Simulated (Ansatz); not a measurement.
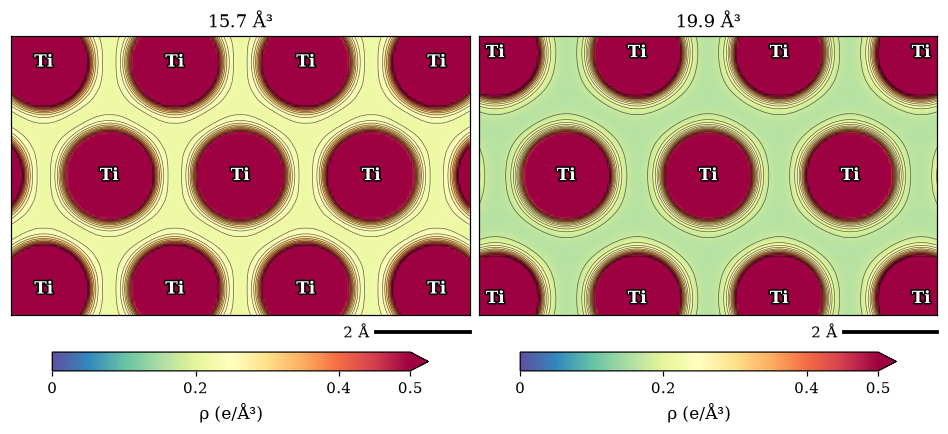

Ti. The valence pseudo-density of cells scaled evenly to different volumes (given per atom above each panel), on the (111) plane of each (indices in the axes of the cell below), at one length scale and on one colour scale.

A generated structure, not necessarily the stable one; computed without spin polarisation.

Method: Ansatz 0.2.0, DFT, revPBE, plane waves (420 eV) with PAW, scalar-relativistic.

The density is the valence pseudo-density of a PAW calculation; it isn't the true density close to the nuclei.

The largest cell:

```yaml
crystal:
  lattice:
    - [0.00000, 2.15255, 2.15255]
    - [2.15255, 0.00000, 2.15255]
    - [2.15255, 2.15255, 0.00000]
  atoms:
    - { symbol: Ti, position: [0.00000, 0.00000, 0.00000] }
```

| volume (Å³/atom) | Ti–Ti contact in the plane (Å) | ρ at its midpoint (e/Å³) | 
| --- | --- | --- |
| 15.67 | 2.809 | 0.215 | 
| 17.81 | 2.931 | ? | 
| 19.95 | 3.044 | 0.161 | 

> What values belong in the row with question marks?

Over the known rows ln ρ falls by 1.23 per Å of Ti–Ti distance (the line through the two), which gives 0.185 e/Å³ at 2.931 Å; the calculation gives 0.185 e/Å³.
